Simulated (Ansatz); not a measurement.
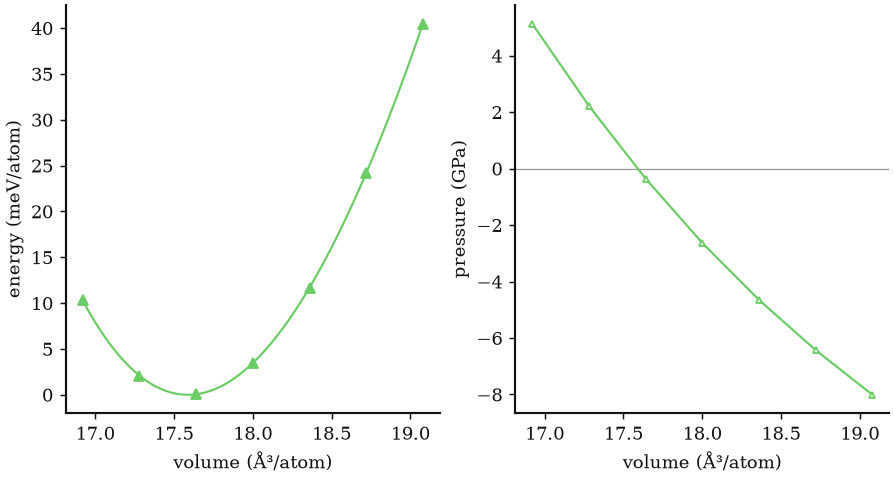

Plotted: energy and pressure against volume for Al₂Au, space group Fm-3m (No. 225).

Cell as given: a = 4.243 Å, b = 4.243 Å, c = 4.243 Å, α = 60.00°, β = 60.00°, γ = 60.00°; 3 atoms.

How it was computed, with Ansatz 0.2.0: all-electron LAPW DFT, no spin polarisation; energies at scaled volumes of the given cell, shape and fractions fixed, counted from the fit's minimum, third-order Birch-Murnaghan fit. Level: LDA.

- k mesh: 8×8×8
- occupations: Fermi–Dirac
- smearing width: 0.05 eV
- potentials: all electron LAPW, scalar relativistic
- program settings: basis error eV/atom 0.002

Tabulate the plotted points.

```
volume (Å³/atom)  energy (meV/atom)  pressure (GPa)
           16.92              10.29            5.14
           17.28               2.10            2.23
           17.64               0.06           -0.35
           18.00               3.47           -2.63
           18.36              11.70           -4.65
           18.72              24.21           -6.43
           19.08              40.50           -8.01
```

Limits of the calculation: spin-orbit coupling left out, heavy elements.
